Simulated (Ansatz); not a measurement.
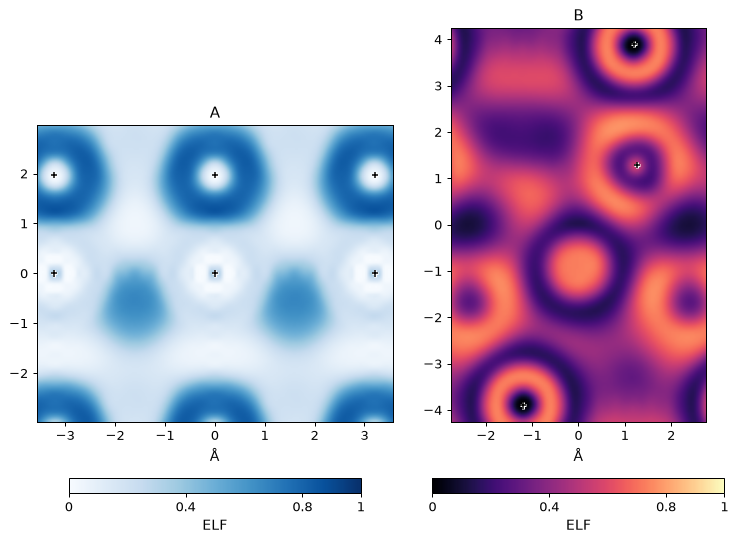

The ELF of 2 systems, each on a plane through atoms (crosses mark nuclei in the plane).

Level of theory: Ansatz, DFT PBE, scalar-relativistic, plane waves, PAW.

System 1: GaN, the (100) plane of the conventional cell. Space group P6₃mc; a generated structure, not necessarily the stable one.

```yaml
crystal:
  lattice:
    - [3.21820, 0.00000, 0.00000]
    - [-1.60910, 2.78704, 0.00000]
    - [0.00000, 0.00000, 5.24285]
  atoms:
    - { symbol: Ga, position: [0.33333, 0.66667, 0.00015] }
    - { symbol: Ga, position: [0.66667, 0.33333, 0.50015] }
    - { symbol: N, position: [0.33333, 0.66667, 0.37685] }
    - { symbol: N, position: [0.66667, 0.33333, 0.87685] }
```

System 2: TaSi$_{2}$, the (101) plane of the conventional cell. Space group P6₂22; computed without spin polarisation.

```
Ta Si
1.0
     4.80620    0.00000    0.00000
    -2.40310    4.16229    0.00000
     0.00000    0.00000    6.59524
Ta Si
3 6
Direct
  0.50000 0.00000 0.50000
  0.50000 0.50000 0.83333
  0.00000 0.50000 0.16667
  0.15888 0.31777 0.50000
  0.84112 0.15888 0.83333
  0.68223 0.84112 0.16667
  0.84112 0.68223 0.50000
  0.15888 0.84112 0.83333
  0.31777 0.15888 0.16667
```

### Match each panel to its system.

Panel A is system 1, GaN: the plane holds Ga and N. Ga–N (1.97 Å): the ELF peaks at about 0.85 in the valence shell of N, 0.7 Å from its nucleus, and is about 0.45 at the midpoint. Panel B is system 2, TaSi$_{2}$: the plane holds Ta and Si. Ta–Si (2.62 Å): the ELF peaks at about 0.75 in the valence shell of Si, 0.9 Å from its nucleus, and is about 0.40 at the midpoint.
